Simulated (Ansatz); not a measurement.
**LiNbO₃: geometry relaxation (part 2 of 2)**

The same run, continued: LiNbO₃ (R3c, 10 atoms in the cell); DFT PBE, scalar-relativistic, plane waves, PAW, no spin polarisation (Ansatz 0.2.0); cutoff 420 eV, 6×6×6 k-mesh, Gaussian smearing of 0.02 eV. The structure derives from an entry of the Crystallography Open Database.

Geometry of the input (Å; fractional positions):
```
2.5758  1.4871  4.6230
-2.5758  1.4871  4.6230
0.0000  -2.9743  4.6230
Li 0.2815  0.2815  0.2815
Li 0.7815  0.7815  0.7815
Nb 0.0001  0.0001  0.0001
Nb 0.5001  0.5001  0.5001
O  0.1123  0.3584  0.7196
O  0.7196  0.1123  0.3584
O  0.3584  0.7196  0.1123
O  0.2196  0.8584  0.6123
O  0.8584  0.6123  0.2196
O  0.6123  0.2196  0.8584
```

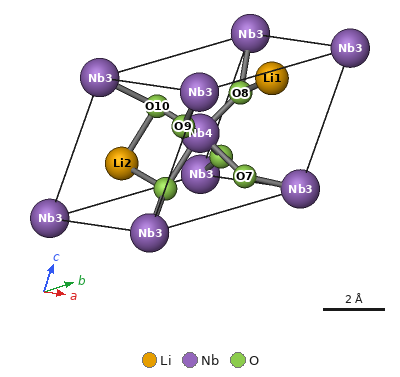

*The geometry at step 4 of the log (ball-and-stick view of the reduced cell, seen at an oblique angle; atoms are numbered from 1 in the order of the input).*

What the program printed, continued:
```
relax step   8: F+E_penalty+E_count = -12929.48078251 eV  Δ(F+E_penalty+E_count) = -1.130e-2 eV  max|allowed force component| = 1.252e-3 eV/Å  Δτ_max = 0.0000 Å  P = +0.183 GPa  Ω = 108.794 Å³  stress off target by 1.95e-1 GPa  SCF on the basis re-selected at this cell (its energy is not comparable with the rows above)  (6 SCF iters)
basis re-selected at this cell: Δ(F+E_penalty+E_count) = -1.130e-2 eV, ΔP = +0.185 GPa vs the last step (what re-selecting the basis moved, of the pressure what is left beyond the Pulay correction that the steps carried, after the strain that the cell walked since its last selection, with what the two solves' SCF thresholds leave and, on support functions, any second-order correction that the steps lacked; it is no measure of the basis error at this ecutwfc). This SCF's stress stands 1.95e-1 GPa from its target on what of the cell is left free (relax.cell.stress_tol is 5.00e-2 GPa) and its largest allowed force component is 1.25e-3 eV/Å (relax.f_tol is 5.00e-3 eV/Å): not within both, so this SCF does not close the relaxation
Crystal: 10 atoms, lattice volume = 108.953 Å³
iter 1 solved again at ethr=1.55e-7 eV; its pass at ethr=3.10e-3 eV (dr2=1.05e-4 eV) is discarded
SCF iter   1: F=—  HF=-12929.480269 eV  |F-HF|=—  |Δ(HF+E_count)|=         —  Δρ=2.84e-4  dr2=9.04e-5  ethr=1.55e-7  ⟨swp⟩=3.0  Hψ=5798  notcnv=0
preconditioner: auto → Resta (q_TF=auto, 2.522 Å⁻¹)  ε∞=5.6  [insulator: Δε(μ)=3.566 eV  Ē_g=11.516 eV  σ=0.020 eV  W_gap=1.00  n_scr=26 (ndim 8)  ℏωp=24.6 eV  f_vac=0.021  D(μ)=0.00/eV (n_scr^D=0)  ε∞_Penn≈5.6]
SCF iter   2: F=—  HF=-12929.480245 eV  |F-HF|=—  |Δ(HF+E_count)|=   2.41e-5  Δρ=1.24e-4  dr2=1.31e-5  ethr=1.33e-7  ⟨swp⟩=2.0  Hψ=1983  notcnv=0
SCF iter   3: F=—  HF=-12929.480243 eV  |F-HF|=—  |Δ(HF+E_count)|=   1.83e-6  Δρ=5.74e-5  dr2=3.86e-6  ethr=1.92e-8  ⟨swp⟩=2.8  Hψ=2072  notcnv=0
SCF iter   4: F=—  HF=-12929.480242 eV  |F-HF|=—  |Δ(HF+E_count)|=   4.41e-7  Δρ=1.48e-5  dr2=3.75e-7  ethr=5.68e-9  ⟨swp⟩=2.2  Hψ=2080  notcnv=0
SCF iter   5: F=-12929.480242 eV  HF=-12929.480242 eV  |F-HF|=3.15e-9  |Δ(HF+E_count)|=   1.95e-8  Δρ=2.36e-6  dr2=1.24e-8  ethr=1.40e-10  ⟨swp⟩=4.0  Hψ=4301  notcnv=0
SCF 9 converged in 5 iterations: F = -12929.480242 eV  dr2 = 1.24e-8
relax step   9: F+E_penalty+E_count = -12929.48024222 eV  Δ(F+E_penalty+E_count) = +5.403e-4 eV  max|allowed force component| = 3.190e-3 eV/Å  Δτ_max = 0.0013 Å  P = -0.013 GPa  Ω = 108.953 Å³  energy of the carried Pulay correction = -6.293e-4 eV  (5 SCF iters, dr2 threshold 9.51e-8 eV, accepted)
iter 1 solved again at ethr=2.01e-8 eV; its pass at ethr=3.10e-3 eV (dr2=1.37e-5 eV) is discarded
SCF iter   1: F=—  HF=-12929.480976 eV  |F-HF|=—  |Δ(HF+E_count)|=         —  Δρ=3.90e-5  dr2=8.00e-8  ethr=2.01e-8  ⟨swp⟩=3.5  Hψ=9550  notcnv=0
preconditioner: auto → Resta (q_TF=auto, 2.522 Å⁻¹)  ε∞=5.6  [insulator: Δε(μ)=3.569 eV  Ē_g=11.518 eV  σ=0.020 eV  W_gap=1.00  n_scr=26 (ndim 8)  ℏωp=24.6 eV  f_vac=0.021  D(μ)=0.00/eV (n_scr^D=0)  ε∞_Penn≈5.6]
SCF iter   2: F=—  HF=-12929.480985 eV  |F-HF|=—  |Δ(HF+E_count)|=   8.61e-6  Δρ=1.97e-5  dr2=2.96e-8  ethr=1.18e-10  ⟨swp⟩=2.0  Hψ=2454  notcnv=0
SCF iter   3: F=—  HF=-12929.480990 eV  |F-HF|=—  |Δ(HF+E_count)|=   4.66e-6  Δρ=7.24e-6  dr2=6.49e-9  ethr=4.35e-11  ⟨swp⟩=2.7  Hψ=2050  notcnv=0
SCF iter   4: F=—  HF=-12929.480990 eV  |F-HF|=—  |Δ(HF+E_count)|=   6.62e-7  Δρ=6.14e-7  dr2=6.19e-10  ethr=9.54e-12  ⟨swp⟩=2.1  Hψ=1976  notcnv=0
SCF iter   5: F=-12929.480990 eV  HF=-12929.480990 eV  |F-HF|=2.58e-10  |Δ(HF+E_count)|=   1.74e-9  Δρ=2.17e-7  dr2=5.29e-11  ethr=1.00e-12  ⟨swp⟩=2.8  Hψ=5224  notcnv=0
SCF 10 converged in 5 iterations: F = -12929.480990 eV  dr2 = 5.29e-11
relax step  10: F+E_penalty+E_count = -12929.48099019 eV  Δ(F+E_penalty+E_count) = -7.480e-4 eV  max|allowed force component| = 3.168e-3 eV/Å  Δτ_max = 0.0000 Å  P = -0.008 GPa  Ω = 108.953 Å³  stress off target by 8.86e-3 GPa  SCF on the basis re-selected at this cell (its energy is not comparable with the rows above)  (5 SCF iters)
basis re-selected at this cell: Δ(F+E_penalty+E_count) = -7.480e-4 eV, ΔP = +0.005 GPa vs the last step (what re-selecting the basis moved, of the pressure what is left beyond the Pulay correction that the steps carried, after the strain that the cell walked since its last selection, with what the two solves' SCF thresholds leave and, on support functions, any second-order correction that the steps lacked; it is no measure of the basis error at this ecutwfc). This SCF's stress stands 8.86e-3 GPa from its target on what of the cell is left free (relax.cell.stress_tol is 5.00e-2 GPa) and its largest allowed force component is 3.17e-3 eV/Å (relax.f_tol is 5.00e-3 eV/Å): within both
SCF converged after 5 iterations
Free energy (F): -12929.480990 eV
Harris-Foulkes:  -12929.480990 eV  (|F-HF|=2.58e-10)
Internal energy: -12929.480990 eV  (E = F + TS)
E sigma→0 (E₀):  -12929.480990 eV
Fermi energy:    8.715802 eV
--- Per-component energies (eV) ---
  E_band       = -543.905432
  E_kinetic    = 1882.979098
  E_local      = -4345.223207  (includes V_loc(G=0)·N_el)
  E_nonlocal   = 450.077979
  E_hartree    = 1469.547321
  E_xc         = -817.016938
  E_vxc        = -1020.370935  (∫ρ·V_xc dr)
  E_paw        = -7133.728137  (= ΣΔE_a)
  E_vpaw       = -450.477926  (= ΣTr[D̂ρ^β])
  E_aug_tail   = 0.014749  (compensation charges beyond the density's cutoff)
  E_ewald      = -4436.131855
  E_smearing   = -0.000000  (= −TS)
  E_closure    = -0.000000  (closes the sum)
  Σ components = -12929.480990   (vs F -12929.480990, Δ=0.00e0)
--- Forces (eV/Å), atoms counted from 1 ---
  atom   1  Li     0.00000000    -0.00000000     0.00151329
  atom   2  Li     0.00000000     0.00000000     0.00151329
  atom   3  Nb     0.00000000     0.00000000     0.00184084
  atom   4  Nb    -0.00000000    -0.00000000     0.00184084
  atom   5  O      0.00288057    -0.00134716    -0.00111845
  atom   6  O     -0.00027361     0.00316823    -0.00111845
  atom   7  O     -0.00260696    -0.00182107    -0.00111845
  atom   8  O      0.00260696    -0.00182107    -0.00111845
  atom   9  O     -0.00288057    -0.00134716    -0.00111845
  atom  10  O      0.00027361     0.00316823    -0.00111845
  max |Σ_I F_I| component: 2.41e-6 eV/Å
--- Stress (GPa, compression-positive) ---
       -0.008863       0.000000      -0.000000
        0.000000      -0.008863       0.000000
       -0.000000      -0.000000      -0.004789
  P = ⅓ Tr σ = -0.0075 GPa (-0.075 kbar)
--- Band table (eV; the first three rows and the last of 32) ---
  k-point 0: bands = ["-47.2505", "-47.2375", "-35.7127", "-35.7104", "-23.5476", "-23.5476", "-23.4657", "-23.4053", "-23.4053", "-23.2977", "-9.9303", "-9.2744", "-9.2744", "-8.4570", "-8.2543", "-8.2543", "2.6380", "2.6380", "2.8212", "2.9017", "2.9017", "3.7454", "4.8728", "4.9432", "4.9432", "5.7429", "6.0123", "6.0123", "6.2300", "6.2313", "6.2313", "6.4329", "6.9278", "6.9278", "10.5143", "10.5143", "10.9729", "12.0096", "12.0096", "12.1413", "14.0731", "14.4019", "14.4019", "16.6551"]
  k-point 1: bands = ["-47.2496", "-47.2383", "-35.7126", "-35.7106", "-23.5396", "-23.5385", "-23.4542", "-23.4162", "-23.4153", "-23.3089", "-9.8275", "-9.2194", "-9.2172", "-8.5245", "-8.3544", "-8.3337", "2.5641", "2.6600", "2.9809", "3.1206", "3.1706", "3.8197", "4.5487", "4.6743", "4.7457", "5.6963", "5.7861", "6.0871", "6.1129", "6.4133", "6.4170", "6.4985", "6.8013", "6.8447", "10.5509", "10.5666", "10.9614", "11.8944", "12.1409", "12.1527", "14.3757", "14.3862", "14.5260", "16.5603"]
  k-point 2: bands = ["-47.2472", "-47.2407", "-35.7122", "-35.7110", "-23.5166", "-23.5135", "-23.4451", "-23.4424", "-23.4232", "-23.3395", "-9.5446", "-9.0725", "-9.0598", "-8.7380", "-8.5878", "-8.5375", "2.6852", "2.8541", "3.2299", "3.5766", "3.6740", "3.8902", "3.9181", "4.2847", "4.5353", "5.1358", "5.5049", "5.8319", "6.3593", "6.4353", "6.4680", "6.5877", "6.7071", "6.8401", "10.5655", "10.7962", "11.2765", "11.5431", "12.0530", "12.0800", "14.5597", "14.9094", "15.1561", "16.3595"]
  k-point 31: bands = ["-47.2440", "-47.2440", "-35.7116", "-35.7116", "-23.4776", "-23.4776", "-23.4776", "-23.4776", "-23.3843", "-23.3843", "-9.2319", "-9.2319", "-8.7892", "-8.7892", "-8.7892", "-8.7892", "3.5459", "3.5459", "3.5459", "3.5459", "3.7591", "3.7591", "4.3258", "4.3258", "4.3258", "4.3258", "4.7076", "4.7076", "6.3257", "6.3257", "6.6211", "6.6211", "6.6211", "6.6211", "11.4914", "11.4914", "11.6932", "11.6932", "11.6932", "11.6932", "15.3520", "15.3520", "15.3520", "15.3520"]
--- Relaxed structure (8 steps of the walk, 8 accepted, 2 SCFs on fresh bases) ---
  F+E_penalty+E_count = -12929.48099019 eV   max|allowed force component| = 3.168e-3 eV/Å   (the final SCF, on the basis selected at the relaxed cell)
  cell:  # Å, volume = 108.9525 Å³
    - [2.5947506763143937, 1.4980800014500786, 4.6714899572932005]
    - [-2.5947506763143937, 1.4980800014500786, 4.6714899572932005]
    - [2.2433883540932085e-18, -2.996160002900157, 4.6714899572932005]
  atoms:
    - { symbol: Li, position: [0.28160114860172775, 0.28160114860172775, 0.28160114860172775] }
    - { symbol: Li, position: [0.7816011486017279, 0.7816011486017279, 0.7816011486017279] }
    - { symbol: Nb, position: [0.00045473308515421167, 0.00045473308515421156, 0.0004547330851542116] }
    - { symbol: Nb, position: [0.5004547330851543, 0.5004547330851543, 0.5004547330851543] }
    - { symbol: O, position: [0.1104440529904151, 0.3581696854272254, 0.7211453798954778] }
    - { symbol: O, position: [0.7211453798954777, 0.11044405299041521, 0.3581696854272255] }
    - { symbol: O, position: [0.3581696854272256, 0.7211453798954777, 0.11044405299041504] }
    - { symbol: O, position: [0.22114537989547772, 0.8581696854272254, 0.6104440529904152] }
    - { symbol: O, position: [0.8581696854272253, 0.6104440529904152, 0.22114537989547756] }
    - { symbol: O, position: [0.6104440529904149, 0.22114537989547756, 0.8581696854272254] }
```

Trajectory as extended XYZ (Å, eV, eV/Å), 10 frames, from step=1 to step=10:
```
10
Lattice="2.5758 1.4871 4.6230 -2.5758 1.4871 4.6230 0.0000 -2.9743 4.6230" Properties=species:S:1:pos:R:3:forces:R:3 step=1 energy=-12929.44334 pressure_GPa=4.64
Li    0.0000    0.0000    3.9041    0.0000   0.0000   0.0048
Li    0.0000    0.0000   10.8386    0.0000   0.0000   0.0048
Nb    0.0000    0.0000    0.0008    0.0000   0.0000  -0.0873
Nb    0.0000    0.0000    6.9353    0.0000   0.0000  -0.0873
O    -0.6338   -1.4403    5.5026   -0.1883   0.0734   0.0275
O     1.5642    0.1713    5.5026    0.0306  -0.1998   0.0275
O    -0.9305    1.2690    5.5026    0.1578   0.1264   0.0275
O    -1.6453   -0.2181    7.8141   -0.1578   0.1264   0.0275
O     0.6338    1.5340    7.8141    0.1883   0.0734   0.0275
O     1.0116   -1.3158    7.8141   -0.0306  -0.1998   0.0275
10
Lattice="2.5912 1.4960 4.6627 -2.5912 1.4960 4.6627 0.0000 -2.9921 4.6627" Properties=species:S:1:pos:R:3:forces:R:3 step=2 energy=-12929.46898 pressure_GPa=0.03
Li    0.0000    0.0000    3.9480    0.0000   0.0000  -0.0255
Li    0.0000    0.0000   10.9420    0.0000   0.0000  -0.0255
Nb    0.0000    0.0000   -0.0043    0.0000   0.0000   0.1231
Nb    0.0000    0.0000    6.9898    0.0000   0.0000   0.1231
O    -0.6460   -1.4557    5.5481    0.0221  -0.0313  -0.0325
O     1.5836    0.1684    5.5481    0.0160   0.0348  -0.0325
O    -0.9377    1.2872    5.5481   -0.0381  -0.0035  -0.0325
O    -1.6536   -0.2088    7.8794    0.0381  -0.0035  -0.0325
O     0.6460    1.5364    7.8794   -0.0221  -0.0313  -0.0325
O     1.0076   -1.3276    7.8794   -0.0160   0.0348  -0.0325
10
Lattice="2.5916 1.4962 4.6676 -2.5916 1.4962 4.6676 0.0000 -2.9925 4.6676" Properties=species:S:1:pos:R:3:forces:R:3 step=3 energy=-12929.46932 pressure_GPa=-0.03
Li    0.0000    0.0000    3.9473    0.0000   0.0000  -0.0089
Li    0.0000    0.0000   10.9487    0.0000   0.0000  -0.0089
Nb    0.0000    0.0000   -0.0004    0.0000   0.0000   0.0893
Nb    0.0000    0.0000    7.0010    0.0000   0.0000   0.0893
O    -0.6432   -1.4544    5.5542    0.0089  -0.0463  -0.0269
O     1.5812    0.1702    5.5542    0.0357   0.0308  -0.0269
O    -0.9379    1.2843    5.5542   -0.0445   0.0155  -0.0269
O    -1.6536   -0.2120    7.8880    0.0445   0.0155  -0.0269
O     0.6432    1.5381    7.8880   -0.0089  -0.0463  -0.0269
O     1.0104   -1.3261    7.8880   -0.0357   0.0308  -0.0269
10
Lattice="2.5940 1.4976 4.6664 -2.5940 1.4976 4.6664 0.0000 -2.9952 4.6664" Properties=species:S:1:pos:R:3:forces:R:3 step=4 energy=-12929.46934 pressure_GPa=-0.04
Li    0.0000    0.0000    3.9414    0.0000   0.0000   0.0017
Li    0.0000    0.0000   10.9411    0.0000   0.0000   0.0017
Nb    0.0000    0.0000    0.0037    0.0000   0.0000   0.0386
Nb    0.0000    0.0000    7.0033    0.0000   0.0000   0.0386
O    -0.6416   -1.4567    5.5531   -0.0024  -0.0252  -0.0135
O     1.5823    0.1727    5.5531    0.0230   0.0105  -0.0135
O    -0.9407    1.2840    5.5531   -0.0206   0.0147  -0.0135
O    -1.6532   -0.2136    7.8863    0.0206   0.0147  -0.0135
O     0.6416    1.5386    7.8863    0.0024  -0.0252  -0.0135
O     1.0116   -1.3249    7.8863   -0.0230   0.0105  -0.0135
10
Lattice="2.5941 1.4977 4.6684 -2.5941 1.4977 4.6684 0.0000 -2.9954 4.6684" Properties=species:S:1:pos:R:3:forces:R:3 step=5 energy=-12929.46930 pressure_GPa=-0.01
Li    0.0000    0.0000    3.9426    0.0000   0.0000   0.0027
Li    0.0000    0.0000   10.9452    0.0000   0.0000   0.0027
Nb    0.0000    0.0000    0.0051    0.0000   0.0000   0.0130
Nb    0.0000    0.0000    7.0077    0.0000   0.0000   0.0130
O    -0.6419   -1.4580    5.5552   -0.0055  -0.0027  -0.0052
O     1.5836    0.1731    5.5552    0.0051  -0.0034  -0.0052
O    -0.9417    1.2849    5.5552    0.0004   0.0061  -0.0052
O    -1.6524   -0.2128    7.8894   -0.0004   0.0061  -0.0052
O     0.6419    1.5374    7.8894    0.0055  -0.0027  -0.0052
O     1.0105   -1.3246    7.8894   -0.0051  -0.0034  -0.0052
10
Lattice="2.5941 1.4977 4.6687 -2.5941 1.4977 4.6687 0.0000 -2.9954 4.6687" Properties=species:S:1:pos:R:3:forces:R:3 step=6 energy=-12929.46933 pressure_GPa=-0.05
Li    0.0000    0.0000    3.9455    0.0000   0.0000  -0.0006
Li    0.0000    0.0000   10.9485    0.0000   0.0000  -0.0006
Nb    0.0000    0.0000    0.0062    0.0000   0.0000   0.0002
Nb    0.0000    0.0000    7.0092    0.0000   0.0000   0.0002
O    -0.6430   -1.4576    5.5542   -0.0001  -0.0037   0.0002
O     1.5838    0.1720    5.5542    0.0033   0.0018   0.0002
O    -0.9409    1.2856    5.5542   -0.0032   0.0019   0.0002
O    -1.6532   -0.2121    7.8886    0.0032   0.0019   0.0002
O     0.6430    1.5378    7.8886    0.0001  -0.0037   0.0002
O     1.0103   -1.3257    7.8886   -0.0033   0.0018   0.0002
10
Lattice="2.5935 1.4974 4.6690 -2.5935 1.4974 4.6690 0.0000 -2.9948 4.6690" Properties=species:S:1:pos:R:3:forces:R:3 step=7 energy=-12929.46949 pressure_GPa=-0.00
Li    0.0000    0.0000    3.9457    0.0000   0.0000  -0.0009
Li    0.0000    0.0000   10.9493    0.0000   0.0000  -0.0009
Nb    0.0000    0.0000    0.0059    0.0000   0.0000   0.0001
Nb    0.0000    0.0000    7.0094    0.0000   0.0000   0.0001
O    -0.6432   -1.4575    5.5547   -0.0010   0.0003   0.0003
O     1.5839    0.1717    5.5547    0.0002  -0.0010   0.0003
O    -0.9406    1.2858    5.5547    0.0007   0.0007   0.0003
O    -1.6529   -0.2116    7.8892   -0.0007   0.0007   0.0003
O     0.6432    1.5372    7.8892    0.0010   0.0003   0.0003
O     1.0097   -1.3257    7.8892   -0.0002  -0.0010   0.0003
10
Lattice="2.5935 1.4974 4.6690 -2.5935 1.4974 4.6690 0.0000 -2.9948 4.6690" Properties=species:S:1:pos:R:3:forces:R:3 step=8 energy=-12929.48078 pressure_GPa=0.18
Li    0.0000    0.0000    3.9457    0.0000   0.0000  -0.0010
Li    0.0000    0.0000   10.9493    0.0000   0.0000  -0.0010
Nb    0.0000    0.0000    0.0059    0.0000   0.0000  -0.0003
Nb    0.0000    0.0000    7.0094    0.0000   0.0000  -0.0003
O    -0.6432   -1.4575    5.5547   -0.0010   0.0008   0.0004
O     1.5839    0.1717    5.5547   -0.0002  -0.0013   0.0004
O    -0.9406    1.2858    5.5547    0.0012   0.0005   0.0004
O    -1.6529   -0.2116    7.8892   -0.0012   0.0005   0.0004
O     0.6432    1.5372    7.8892    0.0010   0.0008   0.0004
O     1.0097   -1.3257    7.8892    0.0002  -0.0013   0.0004
10
Lattice="2.5948 1.4981 4.6715 -2.5948 1.4981 4.6715 0.0000 -2.9962 4.6715" Properties=species:S:1:pos:R:3:forces:R:3 step=9 energy=-12929.48024 pressure_GPa=-0.01
Li    0.0000    0.0000    3.9465    0.0000   0.0000   0.0015
Li    0.0000    0.0000   10.9537    0.0000   0.0000   0.0015
Nb    0.0000    0.0000    0.0064    0.0000   0.0000   0.0019
Nb    0.0000    0.0000    7.0136    0.0000   0.0000   0.0019
O    -0.6428   -1.4586    5.5579    0.0029  -0.0014  -0.0011
O     1.5846    0.1727    5.5579   -0.0002   0.0032  -0.0011
O    -0.9418    1.2860    5.5579   -0.0026  -0.0018  -0.0011
O    -1.6529   -0.2121    7.8937    0.0026  -0.0018  -0.0011
O     0.6428    1.5375    7.8937   -0.0029  -0.0014  -0.0011
O     1.0101   -1.3254    7.8937    0.0002   0.0032  -0.0011
10
Lattice="2.5948 1.4981 4.6715 -2.5948 1.4981 4.6715 0.0000 -2.9962 4.6715" Properties=species:S:1:pos:R:3:forces:R:3 step=10 energy=-12929.48099 pressure_GPa=-0.01
Li    0.0000    0.0000    3.9465    0.0000   0.0000   0.0015
Li    0.0000    0.0000   10.9537    0.0000   0.0000   0.0015
Nb    0.0000    0.0000    0.0064    0.0000   0.0000   0.0018
Nb    0.0000    0.0000    7.0136    0.0000   0.0000   0.0018
O    -0.6428   -1.4586    5.5579    0.0029  -0.0013  -0.0011
O     1.5846    0.1727    5.5579   -0.0003   0.0032  -0.0011
O    -0.9418    1.2860    5.5579   -0.0026  -0.0018  -0.0011
O    -1.6529   -0.2121    7.8937    0.0026  -0.0018  -0.0011
O     0.6428    1.5375    7.8937   -0.0029  -0.0013  -0.0011
O     1.0101   -1.3254    7.8937    0.0003   0.0032  -0.0011
```

Summary:

| quantity | value |
| --- | --- |
| outcome | converged |
| space group (tolerance 0.01 Å) | R3c (161) |
| electrons treated | 68 |
| free energy | −12929.4810 eV |
| Fermi energy | 8.716 eV |
| gap on the k-point mesh | 3.57 eV |
| pressure | −0.01 GPa |
| final volume | 108.95 Å³ |
| largest force (length of the vector) at the end | 0.003 eV/Å |
| final cell | a = 5.550 Å, b = 5.550 Å, c = 5.550 Å, α = 55.75°, β = 55.75°, γ = 55.75° |
| hardware | 2 threads of Intel Xeon @ 2.50GHz (Skylake/Cascade Lake), 189 GiB of memory available, shared host |
| wall time | 2.3 min (CPU time 4.2 min) |
| peak memory | 0.48 GiB |
